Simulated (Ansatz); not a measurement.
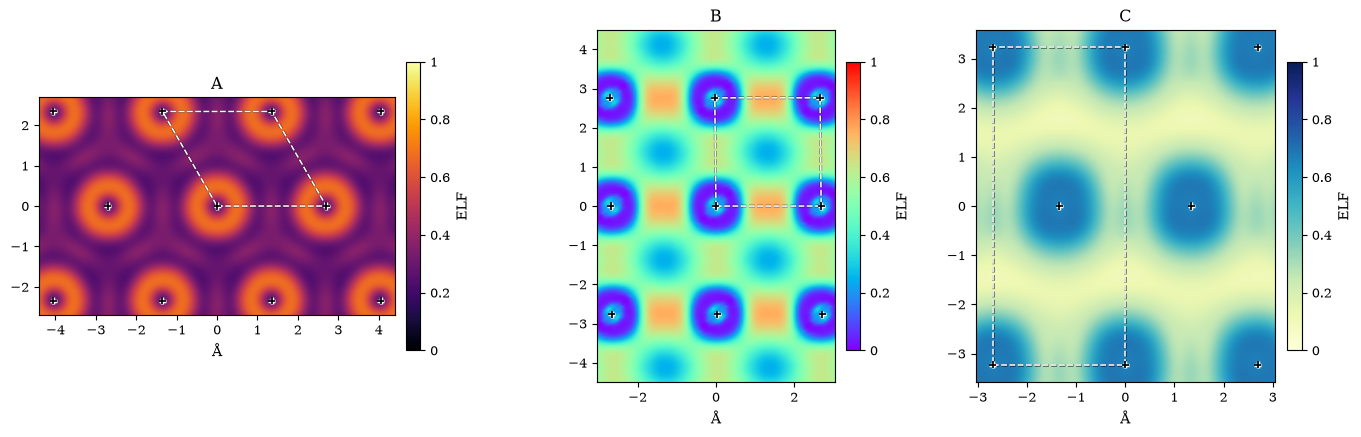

The ELF of 3 systems, each on a plane through atoms (crosses mark nuclei in the plane).

Computed with DFT, PBE, plane waves (420 eV) with PAW, scalar-relativistic (Ansatz 0.2.0).

System 1: Ir, the (001) plane of the conventional cell. Space group P6₃/mmc; set up as Ir, dhcp; a generated structure, not necessarily the stable one; changed on purpose from its base cell (volume × 0.96); computed pressure about 15 GPa in this cell; computed without spin polarisation.

System 2: Al, the (010) plane of the conventional cell. Space group C2/c; set up as Al, beta-Sn type; a generated structure, not necessarily the stable one; changed on purpose from its base cell (volume × 0.88); computed pressure about 12 GPa in this cell.

```
CELL_PARAMETERS angstrom
0.39127 0.39127 -2.62837
-5.93510 5.93510 0.00000
1.90679 1.90679 0.59758
ATOMIC_POSITIONS crystal
Al 0.50000 0.86455 0.75000
Al 0.00000 0.36455 0.75000
Al 0.50000 0.13545 0.25000
Al 0.00000 0.63545 0.25000
```

System 3: Pt, the (001) plane of the conventional cell. Space group Cmcm; set up as Pt, beta-Sn type; a generated structure, not necessarily the stable one; changed on purpose from its base cell (volume × 0.96); computed pressure about 10 GPa in this cell.

```cif
data_structure
_symmetry_space_group_name_H-M 'P 1'
_symmetry_Int_Tables_number 1
_cell_length_a 2.6903
_cell_length_b 6.4590
_cell_length_c 3.6916
_cell_angle_alpha 90.000
_cell_angle_beta 89.996
_cell_angle_gamma 90.000
_cell_volume 64.15
loop_
_atom_site_label
_atom_site_type_symbol
_atom_site_fract_x
_atom_site_fract_y
_atom_site_fract_z
_atom_site_occupancy
Pt1 Pt 0.00000 0.64109 0.25000 1
Pt2 Pt 0.50000 0.14109 0.25000 1
Pt3 Pt 0.00000 0.35891 0.75000 1
Pt4 Pt 0.50000 0.85891 0.75000 1
```

> Match each panel to its system.

Panel A is system 1, Ir: the plane holds Ir. Ir–Ir (2.70 Å): the ELF is about 0.35 at the midpoint. Panel B is system 2, Al: the plane holds Al. Al–Al (2.69 Å): the ELF peaks at about 0.75 between the atoms. Panel C is system 3, Pt: the plane holds Pt. Pt–Pt (2.69 Å): the ELF is about 0.30 at the midpoint; no shared electron pair shows on this line.
